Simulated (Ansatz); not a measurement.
Cell and atoms:

```cif
data_structure
_symmetry_space_group_name_H-M 'P 1'
_symmetry_Int_Tables_number 1
_cell_length_a 6.2511
_cell_length_b 6.2511
_cell_length_c 6.2511
_cell_angle_alpha 90.000
_cell_angle_beta 90.000
_cell_angle_gamma 90.000
_cell_volume 244.27
loop_
_atom_site_label
_atom_site_type_symbol
_atom_site_fract_x
_atom_site_fract_y
_atom_site_fract_z
_atom_site_occupancy
Se1 Se 0.50000 0.00000 0.50000 1
Se2 Se 0.25000 0.25000 0.25000 1
Se3 Se 0.50000 0.50000 0.00000 1
Se4 Se 0.25000 0.75000 0.75000 1
Se5 Se 0.00000 0.00000 0.00000 1
Se6 Se 0.75000 0.25000 0.75000 1
Se7 Se 0.00000 0.50000 0.50000 1
Se8 Se 0.75000 0.75000 0.25000 1
```

What does this file describe?

Answer. The element is selenium. Space group Fd-3m (No. 227), lattice face-centred cubic. It belongs to the family called diamond. The cell holds eight atoms. Each Se has four Se in a tetrahedral arrangement at 2.71 Å. The bonds build a three-dimensional framework.

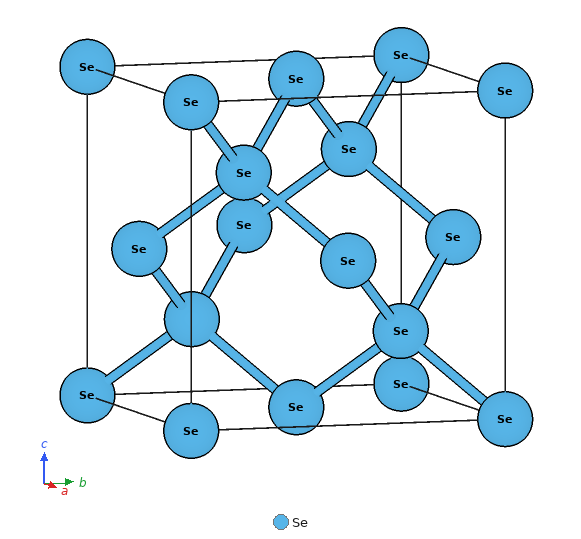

Structure drawing (ball-and-stick), viewed slightly off an axis. The edges of the conventional unit cell are marked.

The model was built from a structure listed in the Materials Project. Earlier steps of the study may have refined or changed the cell and positions. A calculation with Ansatz used it as input.
